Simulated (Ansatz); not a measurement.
System: Mo (interface cell).

Input file:

```
crystal:
  lattice:
    - [2.7370225068, 0.0, 0.0]
    - [0.0, 4.4695390374, 0.0]
    - [0.0, 0.0, 15.7829373983]
  atoms:
    - { symbol: Mo, position: [0.0, 0.0, 0.0] }
    - { symbol: Mo, position: [0.6666666667, 0.5, 0.0817493443] }
    - { symbol: Mo, position: [0.0, 0.5, 0.2452480329] }
    - { symbol: Mo, position: [0.6666666667, 0.0, 0.3269973771] }
    - { symbol: Mo, position: [0.3333333333, 0.0, 0.1634986886] }
    - { symbol: Mo, position: [0.3333333333, 0.5, 0.4087467214] }
    - { symbol: Mo, position: [0.6666666667, 0.5, 0.9087467214] }
    - { symbol: Mo, position: [0.0, 0.5, 0.7452480329] }
    - { symbol: Mo, position: [0.6666666667, 0.0, 0.6634986886] }
    - { symbol: Mo, position: [0.3333333333, 0.0, 0.8269973771] }
    - { symbol: Mo, position: [0.3333333333, 0.5, 0.5817493443] }
    - { symbol: Mo, position: [1.0, 0.0, 0.5] }
basis:
  ecutwfc: 420
kpoints:
  mp_grid: { grid: [12, 8, 3] }
hamiltonian:
  xc: pbe
scf:
  occupations: { method: gaussian, width: 0.1 }
output:
  forces: true
  stress: true
  eigenvalues: true
  populations: true
  write_density: true
  write_potential: true
  elf: true
  volumetric_format: npy
relax:
  adjacent_minimum: "off"
  f_tol: 0.02
  max_steps: 60
  cell: { fix: [a, b, alpha, beta, gamma], stress_tol: 0.1 }
```

Launched as:

```sh
ansatz run input.yaml --threads 4 --pin off --max-ram 11264MiB --backend cpu --events-out ev --progress --plain --runs-dir out
```

The fields are those of the run's last geometry, not of the input's.

Computed without spin polarisation.

Level of theory: Ansatz, DFT PBE, scalar-relativistic, plane waves, PAW.

**What will maps of the valence pseudo-density and electron localisation function show?**

Mo–Mo (2.72 Å): ρ is about 0.38 e/Å³ halfway; the ELF is about 0.30 at the midpoint.
Mo–Mo (2.78 Å): ρ at the midpoint is about 0.34 e/Å³; the ELF is about 0.30 at the midpoint; no shared electron pair shows on this line.

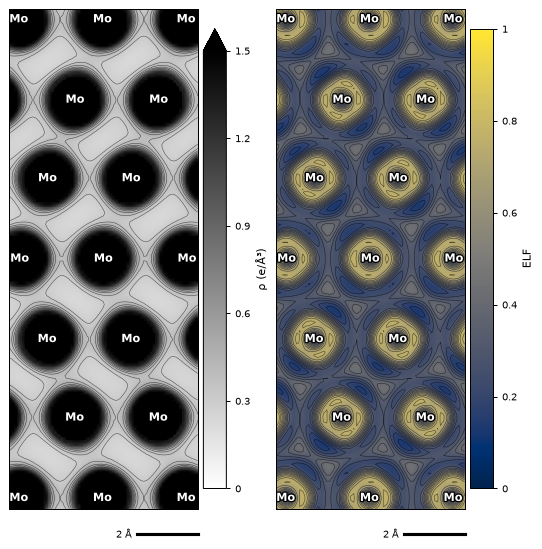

Computed valence pseudo-density and electron localisation function on the (010) plane of the calculation cell, in this order. 

The density is the valence pseudo-density of a PAW calculation; it isn't the true density close to the nuclei.
